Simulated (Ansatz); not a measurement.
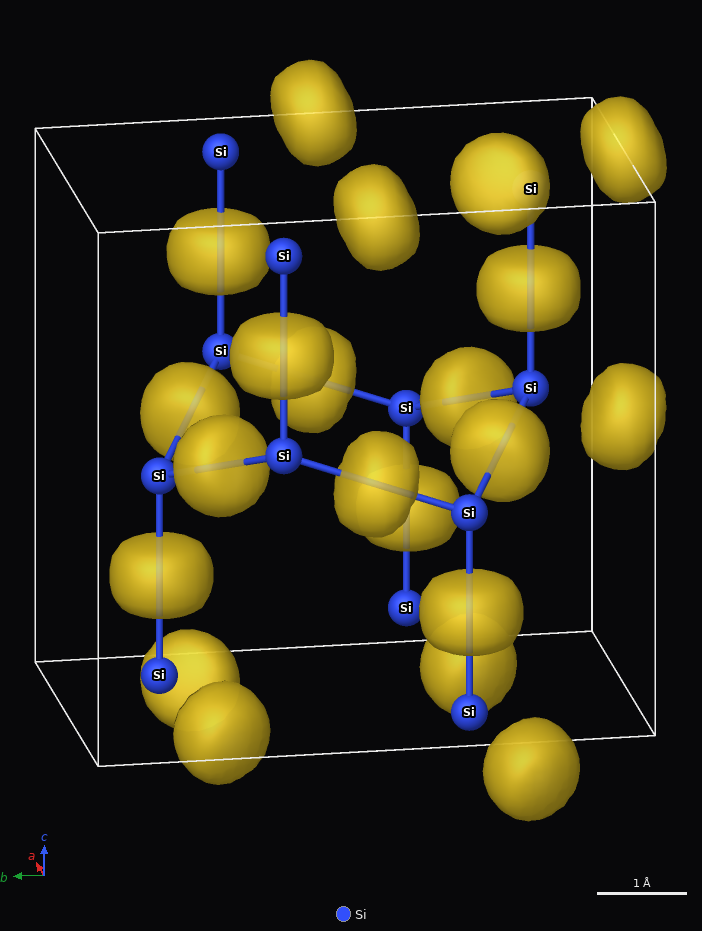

Figure. Si. Isosurface of the ELF at 0.85 (yellow), seen at an oblique angle. Only the valence region is drawn (cores and ρ < 0.01 e/Å³ removed). Sticks mark near contacts.

Space group Cmcm; a structure from a database of computed crystals, not necessarily the ambient phase; changed on purpose from its base cell (strain +0.0350 x Voigt [1, -1, 0, 0, 0, 0], atoms carried along); not relaxed (largest force 0.6 eV/Å).

The calculation used DFT PBEsol, scalar-relativistic, plane waves, PAW (Ansatz).

In a PAW calculation such maps are meaningful between the atoms, not at the nuclei.

Describe the localisation domains.

Answer. At this value the surface marks out 16 regions between bonded Si–Si atoms, counted in one cell of 8 atoms. Regions shared between cells count once.

Values along the shortest contacts:
Si–Si (2.28 Å): the ELF peaks at about 0.95 between the atoms. Si–Si (2.37 Å): the ELF peaks at about 0.95 between the atoms.

Does the calculation make it a metal, or give it a gap?

Answer. It is gapless in this calculation (a metal or semimetal).
